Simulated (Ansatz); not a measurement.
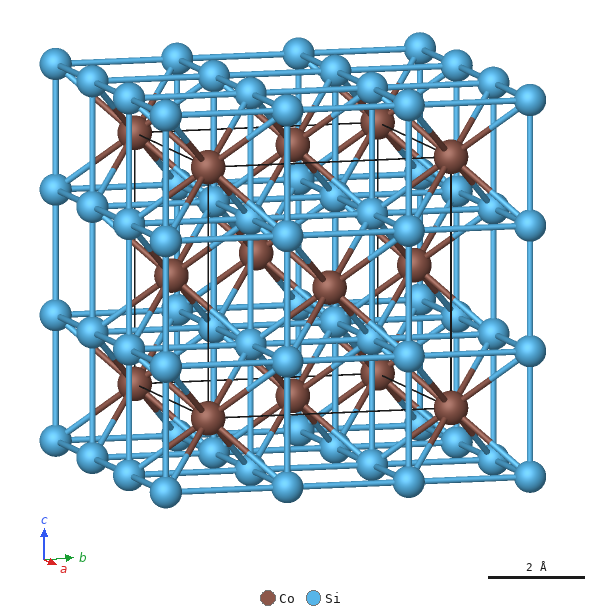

The starting point is crystalline CoSi$_{2}$ (set up in Fm-3m). A ball-and-stick model of the conventional cell (2 times the calculation's cell), seen slightly off an axis. Lengths and directions refer to the drawn axes.

The calculation used DFT PBEsol, scalar-relativistic, plane waves, PAW (Ansatz). Settings: plane-wave cutoff 420 eV; k-point mesh 10 × 10 × 8; occupations gaussian; smearing width 0.1 eV; no spin polarisation.

The variant: Uniaxial strain along a, +4.5 %, is applied. The b and c axes and the atoms are relaxed.

> Predict the response.

It costs 18.4 meV per atom. Pressure: 0.0 GPa before, −3.6 GPa after. The principal stresses (compression positive) are −10.7 GPa along [1 1 0] and none across it. Both are metals. The volume changes by +2.1 %, with a = b 5.313 → 5.426 Å (+2.1 %), c 5.313 → 5.204 Å (−2.0 %), γ 90.0° → 87.3°. The largest moves relative to the cell, 0.028 Å, are those of Si atoms. Co stays in place. Some distances before and after: Si–Si 2.656 → 2.546 to 2.713 Å, Co–Si 2.300 → 2.297 to 2.339 Å. The space group (tolerance 0.01 Å) goes from Fm-3m (No. 225) to Immm (No. 71).

Drawn alike, the variant:

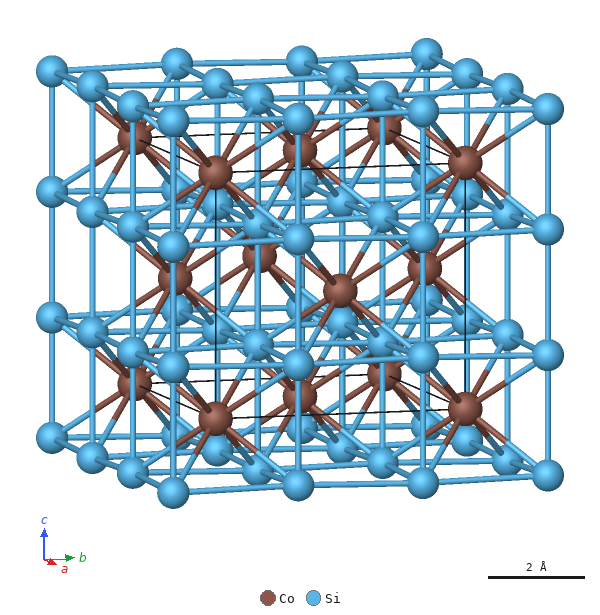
